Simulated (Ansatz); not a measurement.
## Single-point calculation, with input and output: SrTiO3 (part 1 of 2)

The run: single-point calculation of SrTiO3 (Pm-3m, 35 atoms in the cell). Method and program: DFT PBE, scalar-relativistic, plane waves, PAW, no spin polarisation (Ansatz 0.2.0).

The structure derives from a Materials Project entry. It belongs to a series of runs on one base structure; here: the perfect crystal in a cell of 35 atoms. Figures and captions count atoms from 1; the log counts them from 0 in places.

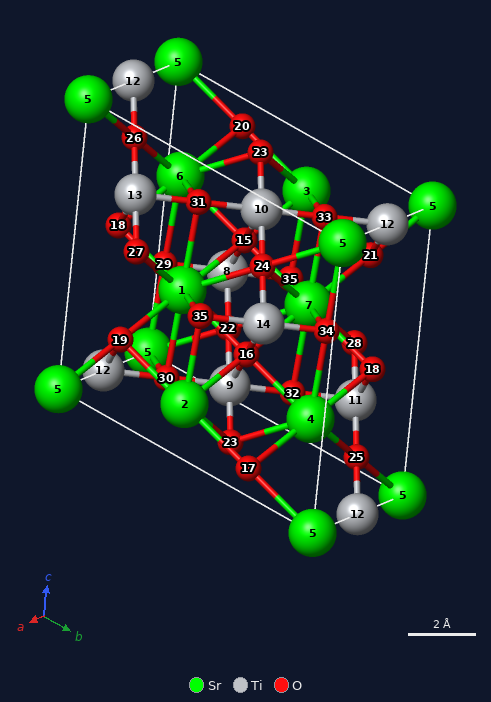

Fig. 1: The structure (ball-and-stick view of the cell of the calculation, seen slightly off an axis; atoms are numbered from 1 in the order of the input).

## The input
```yaml
crystal:
  lattice:
    - [3.9364351354, -3.9364351354, 3.9364351354]
    - [-7.8728702709, 0.0, 3.9364351354]
    - [0.0, -3.9364351354, -7.8728702709]
  atoms:
    - { symbol: Sr, position: [0.5714285714, 0.2857142857, 0.4285714286] }
    - { symbol: Sr, position: [0.8571428571, 0.4285714286, 0.1428571429] }
    - { symbol: Sr, position: [0.1428571429, 0.5714285714, 0.8571428571] }
    - { symbol: Sr, position: [0.7142857143, 0.8571428571, 0.2857142857] }
    - { symbol: Sr, position: [0.0, 1.0, 1.0] }
    - { symbol: Sr, position: [0.2857142857, 0.1428571429, 0.7142857143] }
    - { symbol: Sr, position: [0.4285714286, 0.7142857143, 0.5714285714] }
    - { symbol: Ti, position: [0.0714285714, 0.2857142857, 0.4285714286] }
    - { symbol: Ti, position: [0.3571428571, 0.4285714286, 0.1428571429] }
    - { symbol: Ti, position: [0.6428571429, 0.5714285714, 0.8571428571] }
    - { symbol: Ti, position: [0.2142857143, 0.8571428571, 0.2857142857] }
    - { symbol: Ti, position: [0.5, 1.0, 0.0] }
    - { symbol: Ti, position: [0.7857142857, 0.1428571429, 0.7142857143] }
    - { symbol: Ti, position: [0.9285714286, 0.7142857143, 0.5714285714] }
    - { symbol: O, position: [0.3571428571, 0.4285714286, 0.6428571429] }
    - { symbol: O, position: [0.6428571429, 0.5714285714, 0.3571428571] }
    - { symbol: O, position: [0.9285714286, 0.7142857143, 0.0714285714] }
    - { symbol: O, position: [0.5, 0.0, 0.5] }
    - { symbol: O, position: [0.7857142857, 0.1428571429, 0.2142857143] }
    - { symbol: O, position: [0.0714285714, 0.2857142857, 0.9285714286] }
    - { symbol: O, position: [0.2142857143, 0.8571428571, 0.7857142857] }
    - { symbol: O, position: [0.2142857143, 0.3571428571, 0.2857142857] }
    - { symbol: O, position: [0.5, 0.5, 0.0] }
    - { symbol: O, position: [0.7857142857, 0.6428571429, 0.7142857143] }
    - { symbol: O, position: [0.3571428571, 0.9285714286, 0.1428571429] }
    - { symbol: O, position: [0.6428571429, 0.0714285714, 0.8571428571] }
    - { symbol: O, position: [0.9285714286, 0.2142857143, 0.5714285714] }
    - { symbol: O, position: [0.0714285714, 0.7857142857, 0.4285714286] }
    - { symbol: O, position: [0.1428571429, 0.0714285714, 0.3571428571] }
    - { symbol: O, position: [0.4285714286, 0.2142857143, 0.0714285714] }
    - { symbol: O, position: [0.7142857143, 0.3571428571, 0.7857142857] }
    - { symbol: O, position: [0.2857142857, 0.6428571429, 0.2142857143] }
    - { symbol: O, position: [0.5714285714, 0.7857142857, 0.9285714286] }
    - { symbol: O, position: [0.8571428571, 0.9285714286, 0.6428571429] }
    - { symbol: O, position: [0.0, 0.5, 0.5] }
basis:
  ecutwfc: 420
  xc_grid: 2
kpoints:
  mp_grid: { grid: [3, 3, 3], shift: [0.0, 0.0, 0.0] }
hamiltonian:
  xc: pbe
scf:
  occupations: { method: gaussian, width: 0.02 }
output:
  forces: true
  stress: true
  eigenvalues: true
  write_density: true
  write_potential: true
  elf: true
  volumetric_format: npy
```

Run on 8 threads of Arm Neoverse V1, 24 GiB of memory available, shared host.

Launch command:
```bash
ansatz run input.yaml --threads 8 --pin off --max-ram 16384MiB --backend cpu --events-out ev --progress --plain --runs-dir out
```

## The program's output
```
Engine: ansatz 0.2.0, aarch64-unknown-linux-gnu
Pseudopotentials: kind: paw
Pseudopotential: Sr, paw, valence charge 10, recommended cutoff 420 eV (normal), Sr.paw.azcp
Pseudopotential: Ti, paw, valence charge 12, recommended cutoff 420 eV (normal), Ti.paw.azcp
Pseudopotential: O, paw, valence charge 6, recommended cutoff 420 eV (normal), O.paw.azcp
Functional definition: PBE
  parameter kappa = 0.804
  parameter beta = 0.06672455060314922
  exchange = pbe_x(kappa = kappa, mu = beta*pi^2/3)
  correlation = pbe_c(beta = beta)
Crystal: 35 atoms, lattice volume = 426.980 Å³
Basis set: ecut = 420 eV, 8365 PW (Γ), exchange–correlation on 96×120×120 points (8 copies of the dense FFT grid, shifted against one another)
Bands: 175, of which v1, the nominal top of the filled ones, is band 140 counted from 1 (139 counted from 0)
Symmetry: 42 space group operations
Space group: Pm-3m (ITA 221), of the structure as read, at distance tolerance 7.5e-5 Å
k-points: 6 of 27
Non-local potential: Sr, projectors of the file, l = 0: 3, l = 1: 2, l = 2: 2
Non-local potential: Ti, projectors of the file, l = 0: 3, l = 1: 2, l = 2: 3, l = 3: 1
Non-local potential: O, projectors of the file, l = 0: 2, l = 1: 2, l = 2: 1
PAW form: soft (Blöchl's): semilocal exchange-correlation on the pseudo side does not see the compensation charge
PAW one-centre angular grid: Sr, 110 points (default); XC on 64 Gauss nodes
PAW one-centre angular grid: Ti, 590 points (default); XC on 64 Gauss nodes
PAW one-centre angular grid: O, 110 points (default); XC on 64 Gauss nodes
Initial density: superposition of atomic densities (neutral atoms: chi_scale 0, normalization atom), corrected by the library's trained network
Initial wavefunctions: pseudopotential atomic-orbital guess
Functional: x = pbe(κ = 0.804, μ = 0.2195149727645171), c = pbe(β = 0.06672455060314922)
SCF iter   1: F=—  HF=-54281.407759 eV  |F-HF|=—  |Δ(HF+E_count)|=         —  Δρ=1.95e-3  dr2=8.98e-3  ethr=1.77e-3  ⟨swp⟩=7.2  Hψ=4646  notcnv=0  defer=18
preconditioner: auto → Resta (q_TF=auto, 2.543 Å⁻¹)  ε∞=5.7  [insulator: Δε(μ)=1.877 eV  Ē_g=11.997 eV  σ=0.020 eV  W_gap=1.00  n_scr=108 (ndim 8)  ℏωp=26.0 eV  f_vac=0.000  D(μ)=0.00/eV (n_scr^D=0)  ε∞_Penn≈5.7]
SCF iter   2: F=—  HF=-54281.411877 eV  |F-HF|=—  |Δ(HF+E_count)|=   4.12e-3  Δρ=9.18e-4  dr2=1.55e-3  ethr=3.21e-6  ⟨swp⟩=3.3  Hψ=2367  notcnv=0  defer=156
SCF iter   3: F=—  HF=-54281.412765 eV  |F-HF|=—  |Δ(HF+E_count)|=   8.88e-4  Δρ=1.34e-4  dr2=9.16e-5  ethr=5.52e-7  ⟨swp⟩=2.0  Hψ=1199  notcnv=0  defer=156
SCF iter   4: F=—  HF=-54281.411864 eV  |F-HF|=—  |Δ(HF+E_count)|=   9.02e-4  Δρ=4.37e-5  dr2=1.34e-5  ethr=3.27e-8  ⟨swp⟩=2.0  Hψ=1222  notcnv=0  defer=156
SCF iter   5: F=—  HF=-54281.411862 eV  |F-HF|=—  |Δ(HF+E_count)|=   2.03e-6  Δρ=1.52e-5  dr2=5.34e-7  ethr=4.79e-9  ⟨swp⟩=2.0  Hψ=1290  notcnv=0  defer=156
SCF iter   6: F=-54281.411861 eV  HF=-54281.411861 eV  |F-HF|=7.82e-9  |Δ(HF+E_count)|=   1.73e-7  Δρ=2.59e-6  dr2=3.06e-8  ethr=3.57e-11  ⟨swp⟩=18.0  Hψ=9441  notcnv=0
SCF 1 converged in 6 iterations: F = -54281.411861 eV  dr2 = 3.06e-8
  greatest PAW one-centre occupation: 0.999 electrons in one spin orbital (limit 2), on the Ti atom at site 13 (counted from 0), in its partial waves of l = 0
```

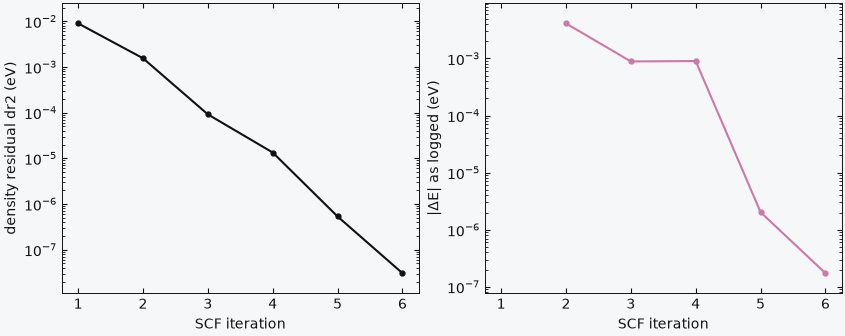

Fig. 2: Convergence of the self-consistent field: density residual dr2 and size of the energy change against the SCF iteration. The residual falls at every step.

```
SCF converged after 6 iterations
Free energy (F): -54281.411861 eV
Harris-Foulkes:  -54281.411861 eV  (|F-HF|=7.82e-9)
Internal energy: -54281.411861 eV  (E = F + TS)
E sigma→0 (E₀):  -54281.411861 eV
Fermi energy:    10.552395 eV
--- Per-component energies (eV) ---
  E_band       = -1527.865651
  E_kinetic    = 7320.274881
  E_local      = -16902.330432  (includes V_loc(G=0)·N_el)
  E_nonlocal   = 2434.841088
  E_hartree    = 5908.574503
  E_xc         = -3471.660571
  E_vxc        = -4000.768728  (∫ρ·V_xc dr)
  E_paw        = -29493.671189  (= ΣΔE_a)
  E_vpaw       = -2197.085226  (= ΣTr[D̂ρ^β])
  E_aug_tail   = 0.052318  (compensation charges beyond the density's cutoff)
  E_ewald      = -20077.492460
  E_smearing   = -0.000000  (= −TS)
  E_closure    = -0.000000  (closes the sum)
  Σ components = -54281.411861   (vs F -54281.411861, Δ=0.00e0)
--- Forces (eV/Å), atoms counted from 1 ---
  atom   1  Sr     0.00000000     0.00000000    -0.00000000
  atom   2  Sr     0.00000000    -0.00000000    -0.00000000
  atom   3  Sr    -0.00000000     0.00000000     0.00000000
  atom   4  Sr     0.00000000     0.00000000     0.00000000
  atom   5  Sr     0.00000000    -0.00000000    -0.00000000
  atom   6  Sr     0.00000000     0.00000000     0.00000000
  atom   7  Sr    -0.00000000     0.00000000     0.00000000
  atom   8  Ti     0.00000000     0.00000000    -0.00000000
  atom   9  Ti    -0.00000000    -0.00000000     0.00000000
  atom  10  Ti    -0.00000000     0.00000000     0.00000000
  atom  11  Ti     0.00000000     0.00000000     0.00000000
  atom  12  Ti    -0.00000000    -0.00000000     0.00000000
  atom  13  Ti     0.00000000    -0.00000000    -0.00000000
  atom  14  Ti    -0.00000000     0.00000000    -0.00000000
  atom  15  O      0.00000000    -0.00000000    -0.00000000
  atom  16  O     -0.00000000     0.00000000     0.00000000
  atom  17  O     -0.00000000     0.00000000    -0.00000000
  atom  18  O      0.00000000     0.00000000     0.00000000
  atom  19  O      0.00000000     0.00000000     0.00000000
  atom  20  O      0.00000000    -0.00000000    -0.00000000
  atom  21  O     -0.00000000     0.00000000     0.00000000
  atom  22  O      0.00000000     0.00000000     0.00000000
  atom  23  O      0.00000000    -0.00000000     0.00000000
  atom  24  O     -0.00000000     0.00000000     0.00000000
  atom  25  O      0.00000000     0.00000000     0.00000000
  atom  26  O     -0.00000000    -0.00000000     0.00000000
  atom  27  O      0.00000000     0.00000000    -0.00000000
  atom  28  O      0.00000000    -0.00000000     0.00000000
  atom  29  O     -0.00000000    -0.00000000    -0.00000000
  atom  30  O      0.00000000     0.00000000     0.00000000
  atom  31  O      0.00000000     0.00000000     0.00000000
  atom  32  O     -0.00000000     0.00000000     0.00000000
  atom  33  O      0.00000000    -0.00000000     0.00000000
  atom  34  O      0.00000000    -0.00000000    -0.00000000
  atom  35  O     -0.00000000    -0.00000000    -0.00000000
  max |Σ_I F_I| component: 1.53e-25 eV/Å
--- Stress (GPa, compression-positive) ---
        0.004906       0.000463      -0.000463
        0.000463       0.004906       0.000463
       -0.000463       0.000463       0.004906
  P = ⅓ Tr σ = 0.0049 GPa (0.049 kbar)
--- Band table (eV; the first three rows and the last of 6) ---
  k-point 0: bands = ["-46.8338", "-46.8319", "-46.8319", "-46.8319", "-46.8319", "-46.8319", "-46.8319", "-23.1778", "-23.1778", "-23.1778", "-23.1778", "-23.1778", "-23.1778", "-23.1298", "-23.1162", "-23.1162", "-23.1162", "-23.1162", "-23.1162", "-23.1162", "-23.0874", "-23.0874", "-23.0874", "-23.0874", "-23.0874", "-23.0874", "-23.0790", "-23.0790", "-23.0790", "-23.0530", "-23.0530", "-23.0530", "-23.0530", "-23.0530", "-23.0530", "-7.6715", "-7.3811", "-7.3811", "-7.3811", "-7.3811",
      "-7.3811", "-7.3811", "-6.7093", "-6.7093", "-6.7093", "-6.7093", "-6.7093", "-6.7093", "-6.7088", "-6.7088", "-6.5880", "-6.5880", "-6.5880", "-6.5880", "-6.5880", "-6.5880", "-5.1308", "-5.1308", "-5.1308", "-5.1308", "-5.1308", "-5.1308", "-5.1174", "-5.1174", "-5.1174", "-4.8548", "-4.8548", "-4.8548", "-4.8548", "-4.8548", "-4.8548", "-4.7546", "-4.7546", "-4.7546", "-4.7546", "-4.7546", "-4.7546", "5.4317", "5.4317", "5.4317",
      "5.4317", "5.4317", "5.4317", "5.7670", "5.7670", "5.7670", "5.7670", "5.7670", "5.7670", "6.1308", "6.1308", "6.1308", "6.1308", "6.1308", "6.1308", "6.6152", "6.6152", "6.6152", "6.6152", "6.6152", "6.6152", "6.7605", "6.7605", "6.7605", "6.7605", "6.7605", "6.7605", "6.8671", "6.8671", "6.8671", "7.5271", "7.5271", "7.5271", "7.5271", "7.5271", "7.5271", "8.4533", "8.4533", "8.4533", "8.4533",
      "8.4533", "8.4533", "8.5272", "8.5272", "8.5272", "8.5441", "8.5441", "8.5441", "8.5441", "8.5441", "8.5441", "9.1891", "9.1891", "9.1891", "9.1891", "9.1891", "9.1891", "9.3005", "9.3005", "9.3005", "11.5007", "11.5008", "11.5008", "12.8903", "12.8903", "12.8903", "12.8903", "12.8903", "12.8903", "13.3434", "13.3434", "13.3434", "13.3434", "13.3434", "13.3434", "13.4930", "13.4930", "13.4930", "13.4930", "13.4930",
      "13.4930", "13.8368", "13.8368", "15.0706", "15.0706", "15.2478", "15.2478", "15.2478", "15.2478", "15.2478", "15.2478", "15.6687", "16.9507", "16.9507", "16.9507"]
```
